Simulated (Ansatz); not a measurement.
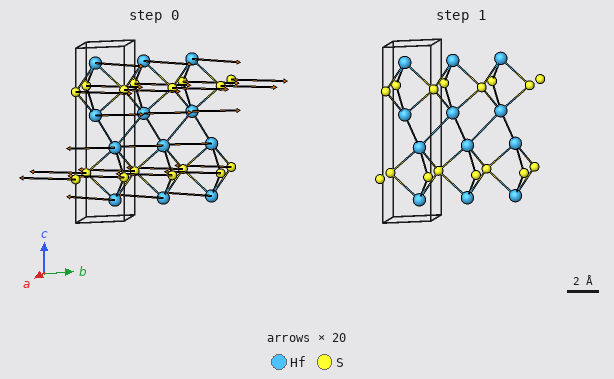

The structure of crystalline Hf2S (set up in Cmcm) before (left) and after (right) a relaxation, at one scale. The orange arrows give the displacements (the part carried along by the change of the cell is left out), magnified 20 times.

Style: ball-and-stick. Shown: the cell of the calculation, repeated 1 × 3 × 1 with one cell outlined, slightly off an axis.

Case: uniaxial strain along a of +3.0 %; b, c and atoms relaxed.

Computed with Ansatz, DFT r2SCAN, scalar-relativistic, plane waves, PAW. Settings: plane-wave cutoff 500 eV; k-point mesh 12 × 12 × 4; occupations gaussian; smearing width 0.1 eV; no spin polarisation; cell relaxed at fixed a, angles; force threshold 0.008 eV/Å; at most 40 steps.

Q: Describe what moved and what it gained.

A: The run was cut off at its time limit before the relaxation converged, so the last structure is only a point on the way. Over 0 accepted moves (1 points after the start) the energy rises by 21.7 meV per atom. Largest force component: 0.18 eV/Å at the start, 0.37 eV/Å at the end. The pressure goes from −1.56 to −1.79 GPa. The line search rejected the trial step at point 1 of the run. The largest moves relative to the cell, 0.19 Å, are those of S atoms. Largest moves by element: S 0.19 Å, Hf 0.17 Å. The drawn cell changes at constant volume: a unchanged at 3.483 Å, b 3.388 → 3.370 Å (−0.5 %), c 11.653 → 11.712 Å (+0.5 %). Near-neighbour distances that change, for instance: Hf–Hf 3.036 → 3.269 Å, Hf–Hf 3.071 → 3.002 Å, Hf–Hf 3.388 → 3.370 Å, Hf–S 2.607 → 2.621 Å. Among the angles between lasting bonds that change: Hf–Hf–S 105.9° → 111.7°, Hf–Hf–S 105.9° → 111.4°, Hf–Hf–S 171.7° → 175.5°. Within 0.06 Å the space group is Cmcm at the start and Cmcm at the end; at a tighter tolerance small leftover displacements or strains of the cell lower it. The run took 4.3 min on 1 thread of Intel(R) Xeon(R) 6975P-C (Granite Rapids), with other jobs on the host, peak memory 1.7 GiB.
